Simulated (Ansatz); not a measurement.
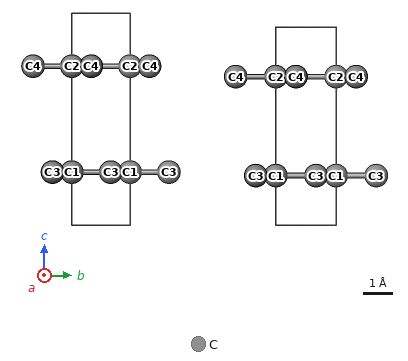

Two geometries of crystalline C (built on the graphite type), drawn at one scale. One is the start of a relaxation, the other its converged end. The picture is a ball-and-stick view of the cell of the calculation, seen along the a axis.

These are results of DFT r2SCAN, scalar-relativistic, plane waves, PAW in Ansatz 0.2.0, not measurements. (plane-wave cutoff 600 eV; k-point mesh 10 × 10 × 4; occupations gaussian; smearing width 0.05 eV; no spin polarisation; cell relaxed at fixed volume; force threshold 0.04 eV/Å; at most 40 steps)

Which geometry has the lower energy?

The right one is the relaxed one. Case: volume 9.113 Å^3/atom. The energy falls by 88.7 meV per atom in 2 accepted moves (3 points after the start). All forces vanish by symmetry, so only the cell relaxes. Pressure: 30.36 GPa at the start and 0.42 GPa at the end. At 1 point the geometry stayed and the basis and grid were re-selected for the new cell (energy shift of 0.1 meV per atom at most each time). The atoms keep their places relative to the cell (all moves are under 0.005 Å). The drawn cell changes at constant volume: a = b 2.373 → 2.455 Å (+3.4 %), c 7.476 → 6.986 Å (−6.5 %). Near-neighbour distances that change, for instance: C1–C3 1.370 → 1.417 Å. The space group stays P6_3/mmc (No. 194). The run took roughly 27 core-seconds on a shared host.
